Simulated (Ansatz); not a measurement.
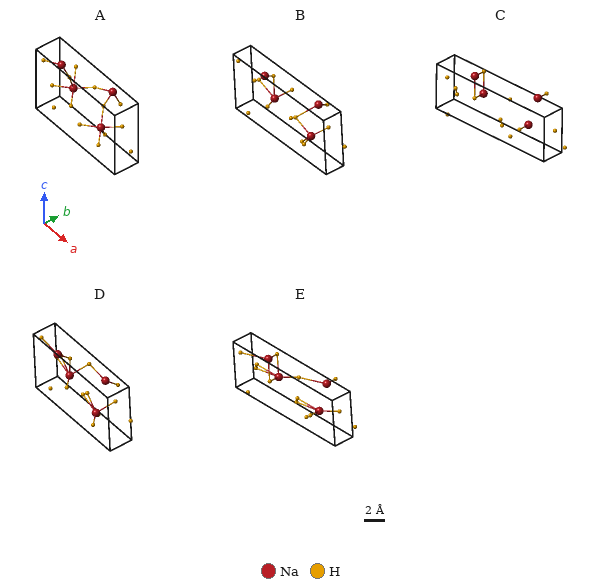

5 geometries from one relaxation of solid NaH₃ (a generated structure, set up in Cc), in shuffled order. The picture is a ball-and-stick view of the conventional cell (2 times the calculation's cell), seen slightly off an axis. Lengths and directions refer to the drawn axes.

Method: DFT PBE, scalar-relativistic, plane waves, PAW (Ansatz 0.2.0). Settings: plane-wave cutoff 420 eV; k-point mesh 8 × 8 × 8; occupations gaussian; smearing width 0.1 eV; no spin polarisation; cell and atoms relaxed; force threshold 0.01 eV/Å; at most 80 steps.

Put them in the order of the run, from the start to the converged end.

Answer. A, D, B, E, C. They are steps 0, 9, 15, 25, 55, at +10.872 eV per cell of the calculation, +2.508 eV per cell of the calculation, +0.504 eV per cell of the calculation, +96.7 meV per cell of the calculation relative to the last. Over 46 accepted moves (55 points after the start) the energy falls by 10.872 eV per cell of the calculation. Largest force component: 0.36 eV/Å at the start, 0.0069 eV/Å at the end. Pressure: −0.33 GPa at the start and 0.00 GPa at the end. The line search rejected the trial steps at points 17, 24, 29, 44, 51 of the run. The SCF was repeated 4 times at an unchanged geometry on a basis and grid sized afresh for the cell, which shifted the energy by 26.0 meV per cell of the calculation at most. The largest moves relative to the cell, 2.41 Å, are those of H atoms. By element the largest moves are H 2.41 Å, Na 0.76 Å. The volume changes by −21.8 %, with a 10.516 → 12.577 Å (+19.6 %), b 6.072 → 4.588 Å (−24.4 %), c 6.072 → 4.561 Å (−24.9 %), β 125.3° → 109.8°. Some distances before and after: H–Na 5.002 → 2.296 Å, H–Na 4.877 → 2.283 Å, H–H 3.063 → 0.753 Å, H–Na 2.069 → 4.354 Å. New bonds form: H–H (3.06 → 0.75 Å), H–Na (4.88 → 2.28 Å), H–Na (5.00 → 2.30 Å). Bonds break: H–Na (2.07 → 4.35 Å), H–Na (2.19 → 2.98 Å), H–Na (2.19 → 2.99 Å). Among the angles between lasting bonds that change: Na–H–Na 162.8° → 90.1°. The space group stays Cc (No. 9).
